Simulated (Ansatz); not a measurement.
Single-point calculation, with input and output: Al2Cu

Al2Cu (I4/mmm, 3 atoms in the cell), computed with DFT PBE, scalar-relativistic, plane waves, PAW, no spin polarisation (Ansatz 0.2.0).

The structure derives from a Materials Project entry.

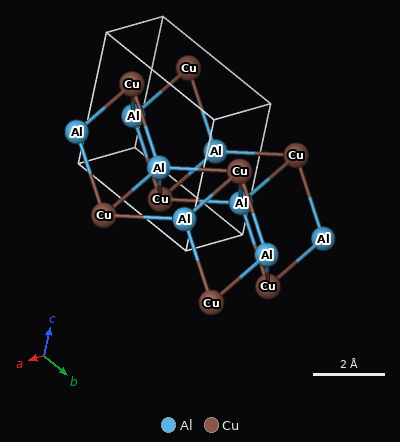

*The structure (ball-and-stick view of the cell of the calculation, repeated 2 × 2 × 1, seen slightly off an axis).*

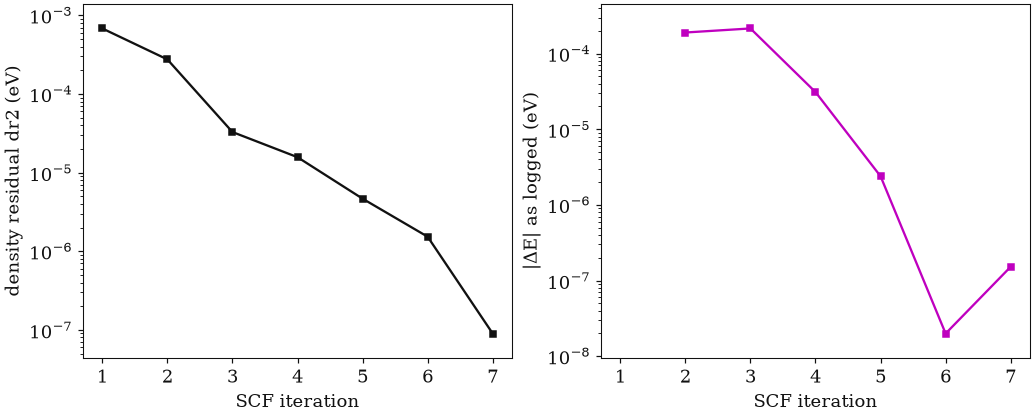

*Convergence of the self-consistent field: density residual dr2 and size of the energy change against the SCF iteration.*

The residual falls at every step.

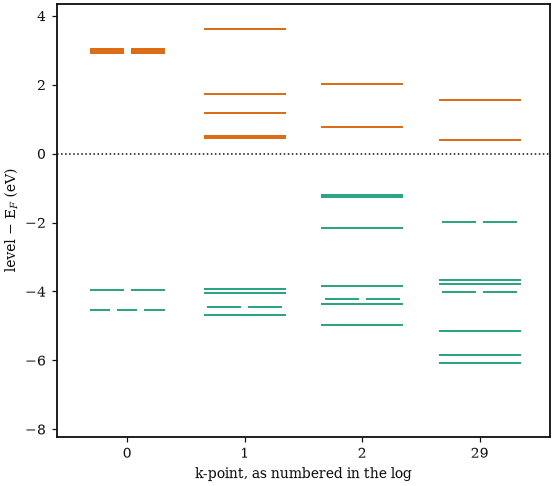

*Kohn–Sham levels near the Fermi level (dotted) at the few k-points that the log prints; levels within 0.02 eV of each other stand side by side.*

The system is metallic on the full mesh.

These pictures come from the run below.

Input
```yaml
crystal:
  lattice:
    - [-2.0303375, 2.0303375, 2.851094]
    - [2.0303375, -2.0303375, 2.851094]
    - [2.0303375, 2.0303375, -2.851094]
  atoms:
    - { symbol: Al, position: [0.75, 0.25, 0.5] }
    - { symbol: Al, position: [0.25, 0.75, 0.5] }
    - { symbol: Cu, position: [0.5, 0.5, 0.0] }
basis:
  ecutwfc: 420
kpoints:
  mp_grid: { grid: [6, 6, 6] }
hamiltonian:
  xc: pbe
scf:
  occupations: { method: gaussian, width: 0.1 }
output:
  forces: true
  stress: true
  eigenvalues: true
```

Command:
```bash
ansatz run input.yaml --threads 4 --pin off --max-ram 8192MiB --backend cpu --events-out ev --progress --plain --runs-dir out
```

What the program printed
```
Engine: ansatz 0.2.0, x86_64-unknown-linux-gnu
Pseudopotentials: kind: paw
Pseudopotential: Al, paw, valence charge 3, recommended cutoff 420 eV (normal), Al.paw.azcp
Pseudopotential: Cu, paw, valence charge 19, recommended cutoff 420 eV (normal), Cu.paw.azcp
Functional definition: PBE
  parameter kappa = 0.804
  parameter beta = 0.06672455060314922
  exchange = pbe_x(kappa = kappa, mu = beta*pi^2/3)
  correlation = pbe_c(beta = beta)
Crystal: 3 atoms, lattice volume = 47.012 Å³
Basis set: ecut = 420 eV, 925 PW (Γ), exchange–correlation on 60×60×60 points (8 copies of the dense FFT grid, shifted against one another)
Bands: 17, of which v1, the nominal top of the filled ones, is band 13 counted from 1 (12 counted from 0)
Symmetry: 16 space group operations
Space group: I4/mmm (ITA 139), of the structure as read, at distance tolerance 3.6e-5 Å
k-points: 30 of 216
Non-local potential: Al, projectors of the file, l = 0: 2, l = 1: 2, l = 2: 1
Non-local potential: Cu, projectors of the file, l = 0: 3, l = 1: 2, l = 2: 3, l = 3: 1
PAW form: soft (Blöchl's): semilocal exchange-correlation on the pseudo side does not see the compensation charge
PAW one-centre angular grid: Al, 110 points (default); XC on 64 Gauss nodes
PAW one-centre angular grid: Cu, 590 points (default); XC on 64 Gauss nodes
Initial density: superposition of atomic densities (neutral atoms: chi_scale 0, normalization atom), corrected by the library's trained network
Initial wavefunctions: pseudopotential atomic-orbital guess
Functional: x = pbe(κ = 0.804, μ = 0.2195149727645171), c = pbe(β = 0.06672455060314922)
SCF iter   1: F=—  HF=-7700.725746 eV  |F-HF|=—  |Δ(HF+E_count)|=         —  Δρ=1.34e-3  dr2=6.81e-4  ethr=1.77e-3  ⟨swp⟩=5.1  Hψ=2522  notcnv=0
preconditioner: auto → Kerker (q_TF=auto, 2.456 Å⁻¹)  [metal: Δε(μ)=0.073 eV  Ē_g=8.477 eV  σ=0.100 eV  W_gap=0.39  n_scr=14 (ndim 8)  ℏωp=22.3 eV  f_vac=0.002  D(μ)=1.11/eV (n_scr^D=8)]
SCF iter   2: F=—  HF=-7700.725936 eV  |F-HF|=—  |Δ(HF+E_count)|=   1.90e-4  Δρ=7.81e-4  dr2=2.75e-4  ethr=2.72e-6  ⟨swp⟩=1.8  Hψ=879  notcnv=0
SCF iter   3: F=—  HF=-7700.726151 eV  |F-HF|=—  |Δ(HF+E_count)|=   2.15e-4  Δρ=2.01e-4  dr2=3.28e-5  ethr=1.10e-6  ⟨swp⟩=2.2  Hψ=733  notcnv=0
SCF iter   4: F=—  HF=-7700.726182 eV  |F-HF|=—  |Δ(HF+E_count)|=   3.10e-5  Δρ=1.99e-4  dr2=1.57e-5  ethr=1.31e-7  ⟨swp⟩=2.0  Hψ=732  notcnv=0
SCF iter   5: F=—  HF=-7700.726184 eV  |F-HF|=—  |Δ(HF+E_count)|=   2.39e-6  Δρ=1.24e-4  dr2=4.66e-6  ethr=6.29e-8  ⟨swp⟩=2.0  Hψ=706  notcnv=0
SCF iter   6: F=—  HF=-7700.726184 eV  |F-HF|=—  |Δ(HF+E_count)|=   1.99e-8  Δρ=6.83e-5  dr2=1.53e-6  ethr=1.86e-8  ⟨swp⟩=1.0  Hψ=500  notcnv=0
SCF iter   7: F=-7700.726184 eV  HF=-7700.726184 eV  |F-HF|=1.03e-7  |Δ(HF+E_count)|=   1.52e-7  Δρ=1.68e-5  dr2=8.98e-8  ethr=4.00e-10  ⟨swp⟩=3.7  Hψ=1909  notcnv=0
SCF 1 converged in 7 iterations: F = -7700.726184 eV  dr2 = 8.98e-8
  greatest PAW one-centre occupation: 1.000 electrons in one spin orbital (limit 2), on the Cu atom at site 2 (counted from 0), in its partial waves of l = 0
SCF converged after 7 iterations
Free energy (F): -7700.726184 eV
Harris-Foulkes:  -7700.726184 eV  (|F-HF|=1.03e-7)
Internal energy: -7700.720638 eV  (E = F + TS)
E sigma→0 (E₀):  -7700.723411 eV
Entropy (-TS):   -0.005546 eV (-1.849 meV/atom)
Fermi energy:    9.398470 eV
--- Per-component energies (eV) ---
  E_band       = -490.543751
  E_kinetic    = 346.535842
  E_local      = -5881.763982  (includes V_loc(G=0)·N_el)
  E_nonlocal   = 401.006882
  E_hartree    = 2632.258808
  E_xc         = -170.630628
  E_vxc        = -175.664524  (∫ρ·V_xc dr)
  E_paw        = -2589.965986  (= ΣΔE_a)
  E_vpaw       = -445.203512  (= ΣTr[D̂ρ^β])
  E_aug_tail   = 0.000262  (compensation charges beyond the density's cutoff)
  E_ewald      = -2438.161835
  E_smearing   = -0.005546  (= −TS)
  E_closure    = 0.000000  (closes the sum)
  Σ components = -7700.726184   (vs F -7700.726184, Δ=0.00e0)
--- Forces (eV/Å), atoms counted from 1 ---
  atom   1  Al    -0.00000000     0.00000000     0.00000000
  atom   2  Al     0.00000000    -0.00000000     0.00000000
  atom   3  Cu    -0.00000000    -0.00000000     0.00000000
  max |Σ_I F_I| component: 6.94e-18 eV/Å
--- Stress (GPa, compression-positive) ---
        2.768563      -0.000000       0.000000
       -0.000000       2.768563       0.000000
        0.000000       0.000000       2.829569
  P = ⅓ Tr σ = 2.7889 GPa (27.889 kbar)
--- Band table (eV; the first three rows and the last of 30) ---
  k-point 0: bands = ["-104.4493", "-61.7939", "-61.7939", "-61.7901", "-0.8550", "4.8631", "4.8701", "4.8701", "5.4332", "5.4448", "12.3272", "12.3272", "12.3648", "12.3801", "12.4439", "12.4439", "13.7982"]
  k-point 1: bands = ["-104.4493", "-61.7939", "-61.7939", "-61.7901", "-0.3575", "4.7269", "4.9416", "4.9505", "5.3443", "5.4826", "9.8540", "9.9117", "10.5887", "11.1267", "13.0252", "15.4711", "15.5736"]
  k-point 2: bands = ["-104.4493", "-61.7940", "-61.7939", "-61.7901", "1.1063", "4.4373", "5.0311", "5.1765", "5.1889", "5.5640", "7.2437", "8.1335", "8.1864", "10.1700", "11.4268", "17.9159", "17.9524"]
  k-point 29: bands = ["-104.4493", "-61.7939", "-61.7939", "-61.7902", "3.3174", "3.5647", "4.2637", "5.3864", "5.3864", "5.6017", "5.7209", "7.4110", "7.4110", "9.7974", "10.9696", "18.4382", "20.1535"]
```

Key numbers

```csv
quantity,value
outcome,converged
space group (tolerance 0.01 Å),I4/mmm (139)
electrons treated,25
free energy,−7700.7262 eV
Fermi energy,9.398 eV
gap on the k-point mesh,none (metallic)
pressure,2.79 GPa
largest force (length of the vector),under 0.001 eV/Å
hardware,"4 threads of Intel Xeon @ 2.50GHz (Skylake/Cascade Lake), 189 GiB of memory available, shared host"
wall time,4 s (CPU time 4.1 s)
peak memory,0.35 GiB
```
